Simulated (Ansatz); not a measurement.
Geometry relaxation, with input and output: TiAl₃ (part 2 of 2)

The same run, continued: TiAl₃ (I4/mmm, 4 atoms in the cell); DFT PBE+D3(BJ), scalar-relativistic, plane waves, PAW, no spin polarisation (Ansatz 0.2.0); cutoff 420 eV, 16×16×16 k-mesh, Gaussian smearing of 0.1 eV. The structure derives from a Materials Project entry.

Geometry of the input (Å; fractional positions):
```
-1.9111  1.9111  4.2807
1.9111  -1.9111  4.2807
1.9111  1.9111  -4.2807
Ti 0.0000  0.0000  0.0000
Al 0.5000  0.5000  0.0000
Al 0.7500  0.2500  0.5000
Al 0.2500  0.7500  0.5000
```

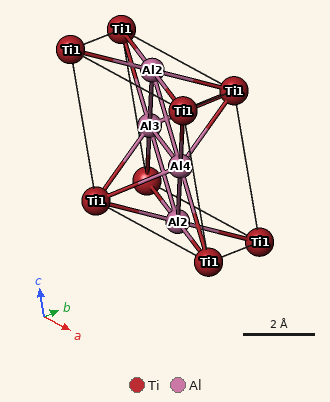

**Figure 1.** The geometry at step 3 of the log (ball-and-stick view of the reduced cell, seen slightly off an axis; atoms are numbered from 1 in the order of the input).

What the program printed, continued:
```
SCF iter   1: F=—  HF=-4115.469196 eV  |F-HF|=—  |Δ(HF+E_count)|=         —  Δρ=1.99e-5  dr2=3.14e-8  ethr=7.74e-8  ⟨swp⟩=2.5  Hψ=42957  notcnv=0
SCF iter   2: F=—  HF=-4115.469208 eV  |F-HF|=—  |Δ(HF+E_count)|=   1.17e-5  Δρ=1.04e-5  dr2=6.91e-9  ethr=1.50e-10  ⟨swp⟩=2.0  Hψ=7622  notcnv=0
SCF iter   3: F=—  HF=-4115.469208 eV  |F-HF|=—  |Δ(HF+E_count)|=   4.75e-8  Δρ=1.64e-6  dr2=2.50e-10  ethr=3.29e-11  ⟨swp⟩=2.1  Hψ=7656  notcnv=0
iter 4 did not close the SCF: its close was put off for the readings that it lacked (scf_convergence_deferred on its scf_iter line)
SCF iter   4: F=-4115.469208 eV  HF=-4115.469208 eV  |F-HF|=4.55e-12  |Δ(HF+E_count)|=   1.20e-9  Δρ=1.36e-7  dr2=6.46e-12  ethr=1.19e-12  ⟨swp⟩=2.0  Hψ=7698  notcnv=0
iter 5 did not close the SCF: its close was put off for the readings that it lacked (scf_convergence_deferred on its scf_iter line)
SCF iter   5: F=-4115.469208 eV  HF=-4115.469208 eV  |F-HF|=9.09e-13  |Δ(HF+E_count)|=  6.37e-12  Δρ=2.25e-8  dr2=3.24e-13  ethr=1.00e-12  ⟨swp⟩=1.0  Hψ=5235  notcnv=0
iter 6 did not close the SCF: its close was put off for the readings that it lacked (scf_convergence_deferred on its scf_iter line)
SCF iter   6: F=-4115.469208 eV  HF=-4115.469208 eV  |F-HF|=9.09e-13  |Δ(HF+E_count)|=  9.09e-13  Δρ=5.83e-9  dr2=3.22e-14  ethr=1.00e-12  ⟨swp⟩=1.0  Hψ=5235  notcnv=0
iter 7 did not close the SCF: its close was put off for the readings that it lacked (scf_convergence_deferred on its scf_iter line)
SCF iter   7: F=-4115.469208 eV  HF=-4115.469208 eV  |F-HF|=9.09e-13  |Δ(HF+E_count)|=    0.00e0  Δρ=9.89e-10  dr2=3.63e-16  ethr=1.00e-12  ⟨swp⟩=1.0  Hψ=5235  notcnv=0
SCF iter   8: F=-4115.469208 eV  HF=-4115.469208 eV  |F-HF|=0.00e0  |Δ(HF+E_count)|=  9.09e-13  Δρ=2.65e-10  dr2=4.30e-17  ethr=1.00e-12  ⟨swp⟩=1.0  Hψ=11866  notcnv=0
SCF 5 converged in 8 iterations: F = -4115.469208 eV  dr2 = 4.30e-17
relax step   5: F+E_penalty+E_count = -4115.46920785 eV  Δ(F+E_penalty+E_count) = +4.381e-4 eV  max|allowed force component| = 1.214e-17 eV/Å  Δτ_max = 0.0000 Å  P = -0.013 GPa  Ω = 61.169 Å³  stress off target by 1.31e-2 GPa  SCF on the basis re-selected at this cell (its energy is not comparable with the rows above)  (8 SCF iters)
```

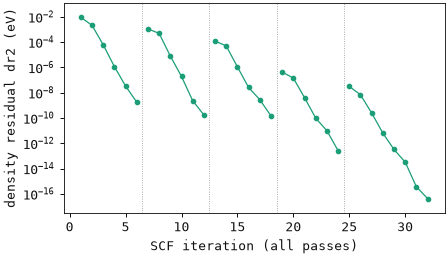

**Figure 2.** Convergence of the self-consistent field: density residual dr2 against the SCF iteration. The dotted lines part the SCF passes of the relaxation: geometry steps, rejected trials and re-solves on a re-selected basis. The 5 passes take 6 to 8 iterations each, 32 in all.

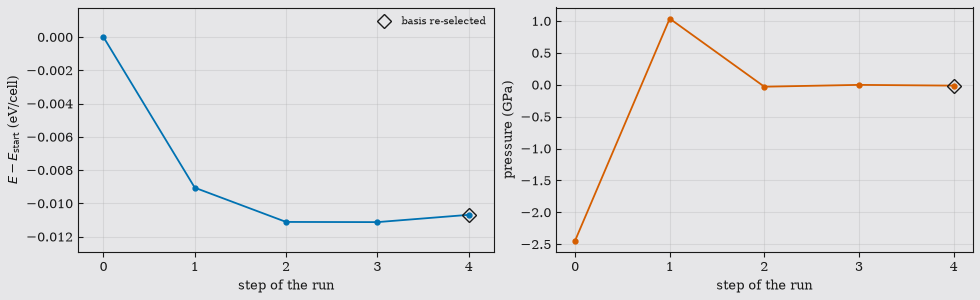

**Figure 3.** Progress of the relaxation, step by step (the first geometry is step 0 here and step 1 in the log).

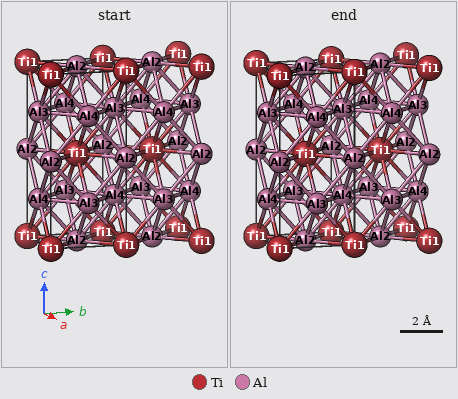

**Figure 4.** Before (left) and after (right) the relaxation, at one scale (ball-and-stick view of the cell 2 times as large as that of the calculation, set on its symmetry axes, repeated 1 × 2 × 1, seen slightly off an axis). The atoms keep their places relative to the cell (all moves are under 0.005 Å). The volume changes by −2.2 %, with a = b 3.822 → 3.795 Å (−0.7 %), c 8.561 → 8.497 Å (−0.8 %). Distances before and after: Al2–Al3 2.869 → 2.848 Å, Ti1–Al3 2.869 → 2.848 Å, Ti1–Al2 2.703 → 2.683 Å, Al3–Al4 2.703 → 2.683 Å. The space group stays I4/mmm (No. 139). The energy falls by 11.1 meV per cell of the calculation in 3 geometry steps. All forces vanish by symmetry, so only the cell relaxes. Pressure: −2.44 GPa at the start and −0.01 GPa at the end. A last SCF at the same geometry on a re-selected plane-wave basis shifts the energy by +0.4 meV per cell of the calculation. (Atoms are counted from 1 in the order of the input.)

```
basis re-selected at this cell: Δ(F+E_penalty+E_count) = +4.381e-4 eV, ΔP = -0.012 GPa vs the last step (what re-selecting the basis moved, of the pressure what is left beyond the Pulay correction that the steps carried, after the strain that the cell walked since its last selection, with what the two solves' SCF thresholds leave and, on support functions, any second-order correction that the steps lacked; it is no measure of the basis error at this ecutwfc). This SCF's stress stands 1.31e-2 GPa from its target on what of the cell is left free (relax.cell.stress_tol is 5.00e-2 GPa) and its largest allowed force component is 1.21e-17 eV/Å (relax.f_tol is 5.00e-3 eV/Å): within both
SCF converged after 8 iterations
Free energy (F): -4115.469208 eV
Harris-Foulkes:  -4115.469208 eV  (|F-HF|=0.00e0)
Internal energy: -4115.460745 eV  (E = F + TS)
E sigma→0 (E₀):  -4115.464976 eV
Entropy (-TS):   -0.008463 eV (-2.116 meV/atom)
Fermi energy:    9.969859 eV
--- Per-component energies (eV) ---
  E_band       = -144.532187
  E_kinetic    = 346.067175
  E_local      = -1176.785047  (includes V_loc(G=0)·N_el)
  E_nonlocal   = 40.628022
  E_hartree    = 520.502075
  E_xc         = -219.063148
  E_vxc        = -211.972843  (∫ρ·V_xc dr)
  E_paw        = -2451.032668  (= ΣΔE_a)
  E_vpaw       = -183.473757  (= ΣTr[D̂ρ^β])
  E_aug_tail   = 0.000115  (compensation charges beyond the density's cutoff)
  E_ewald      = -1174.037206
  E_disp       = -1.740062  (pairwise vdW)
  E_smearing   = -0.008463  (= −TS)
  E_closure    = 0.000000  (closes the sum)
  Σ components = -4115.469208   (vs F -4115.469208, Δ=0.00e0)
--- Forces (eV/Å), atoms counted from 1 ---
  atom   1  Ti     0.00000000     0.00000000    -0.00000000
  atom   2  Al    -0.00000000     0.00000000     0.00000000
  atom   3  Al     0.00000000     0.00000000     0.00000000
  atom   4  Al    -0.00000000     0.00000000    -0.00000000
  max |Σ_I F_I| component: 6.94e-18 eV/Å
--- Stress (GPa, compression-positive) ---
       -0.013057      -0.000000       0.000000
       -0.000000      -0.013057      -0.000000
        0.000000      -0.000000      -0.012075
  P = ⅓ Tr σ = -0.0127 GPa (-0.127 kbar)
--- Band table (eV; the first three rows and the last of 349) ---
  k-point 0: bands = ["-46.3907", "-22.7194", "-22.7194", "-22.6424", "-0.2759", "7.0829", "7.3053", "8.5082", "8.7097", "8.7097", "10.8215", "11.7552", "11.7552", "12.1968", "12.5792"]
  k-point 1: bands = ["-46.3906", "-22.7206", "-22.7204", "-22.6423", "-0.1927", "7.1534", "7.2504", "8.4196", "8.4578", "8.7125", "10.4329", "11.8482", "11.8871", "12.0675", "12.8107"]
  k-point 2: bands = ["-46.3902", "-22.7239", "-22.7232", "-22.6418", "0.0551", "7.1012", "7.3533", "7.8898", "8.2015", "8.7153", "9.6564", "11.9126", "12.0498", "12.0527", "13.1399"]
  k-point 348: bands = ["-46.3906", "-22.7196", "-22.7196", "-22.6459", "1.3756", "2.2847", "7.9210", "9.0449", "9.0449", "9.7176", "10.6853", "10.6853", "10.9479", "13.0817", "14.9370"]
--- Relaxed structure (4 steps of the walk, 4 accepted, 1 SCFs on fresh bases) ---
  F+E_penalty+E_count = -4115.46920785 eV   max|allowed force component| = 1.214e-17 eV/Å   (the final SCF, on the basis selected at the relaxed cell)
  cell:  # Å, volume = 61.1688 Å³
    - [-1.8972711869443244, 1.8972711869443244, 4.248263809881452]
    - [1.8972711869443244, -1.8972711869443244, 4.248263809881452]
    - [1.8972711869443244, 1.8972711869443244, -4.248263809881452]
  atoms:
    - { symbol: Ti, position: [-1.6393291281915763e-35, 2.502139888942686e-36, 1.5746192642382048e-36] }
    - { symbol: Al, position: [0.5000000000000001, 0.5000000000000001, 6.842798618806457e-35] }
    - { symbol: Al, position: [0.75, 0.25000000000000006, 0.5] }
    - { symbol: Al, position: [0.25000000000000006, 0.75, 0.5] }
```

Trajectory as extended XYZ (Å, eV, eV/Å), 5 frames, from step=1 to step=5:
```
4
Lattice="-1.9111 1.9111 4.2807 1.9111 -1.9111 4.2807 1.9111 1.9111 -4.2807" Properties=species:S:1:pos:R:3:forces:R:3 step=1 energy=-4115.45852 pressure_GPa=-2.44
Ti    0.0000    0.0000    0.0000    0.0000   0.0000   0.0000
Al    0.0000    0.0000    4.2807    0.0000   0.0000   0.0000
Al    0.0000    1.9111    2.1403    0.0000   0.0000   0.0000
Al    1.9111    0.0000    2.1403    0.0000   0.0000   0.0000
4
Lattice="-1.8945 1.8945 4.2225 1.8945 -1.8945 4.2225 1.8945 1.8945 -4.2225" Properties=species:S:1:pos:R:3:forces:R:3 step=2 energy=-4115.46758 pressure_GPa=1.04
Ti    0.0000    0.0000    0.0000    0.0000   0.0000   0.0000
Al    0.0000    0.0000    4.2225    0.0000   0.0000   0.0000
Al    0.0000    1.8945    2.1112    0.0000   0.0000   0.0000
Al    1.8945    0.0000    2.1112    0.0000   0.0000   0.0000
4
Lattice="-1.8972 1.8972 4.2498 1.8972 -1.8972 4.2498 1.8972 1.8972 -4.2498" Properties=species:S:1:pos:R:3:forces:R:3 step=3 energy=-4115.46964 pressure_GPa=-0.03
Ti    0.0000    0.0000    0.0000    0.0000   0.0000   0.0000
Al    0.0000    0.0000    4.2498    0.0000   0.0000   0.0000
Al    0.0000    1.8972    2.1249    0.0000   0.0000   0.0000
Al    1.8972    0.0000    2.1249    0.0000   0.0000   0.0000
4
Lattice="-1.8973 1.8973 4.2483 1.8973 -1.8973 4.2483 1.8973 1.8973 -4.2483" Properties=species:S:1:pos:R:3:forces:R:3 step=4 energy=-4115.46965 pressure_GPa=-0.00
Ti    0.0000    0.0000    0.0000    0.0000   0.0000   0.0000
Al    0.0000    0.0000    4.2483    0.0000   0.0000   0.0000
Al    0.0000    1.8973    2.1241    0.0000   0.0000   0.0000
Al    1.8973    0.0000    2.1241    0.0000   0.0000   0.0000
4
Lattice="-1.8973 1.8973 4.2483 1.8973 -1.8973 4.2483 1.8973 1.8973 -4.2483" Properties=species:S:1:pos:R:3:forces:R:3 step=5 energy=-4115.46921 pressure_GPa=-0.01
Ti    0.0000    0.0000    0.0000    0.0000   0.0000   0.0000
Al    0.0000    0.0000    4.2483    0.0000   0.0000   0.0000
Al    0.0000    1.8973    2.1241    0.0000   0.0000   0.0000
Al    1.8973    0.0000    2.1241    0.0000   0.0000   0.0000
```

Results in brief:

| quantity | value |
| --- | --- |
| outcome | converged |
| space group (tolerance 0.01 Å) | I4/mmm (139) |
| electrons treated | 21 |
| free energy | −4115.4692 eV |
| Fermi energy | 9.970 eV |
| gap on the k-point mesh | none (metallic) |
| pressure | −0.01 GPa |
| final volume | 61.17 Å³ |
| largest force (length of the vector) at the end | under 0.001 eV/Å |
| final cell | a = 5.025 Å, b = 5.025 Å, c = 5.025 Å, α = 135.63°, β = 135.63°, γ = 64.55° |
| wall time | 45 s (CPU time 86 s) |
| peak memory | 0.64 GiB |
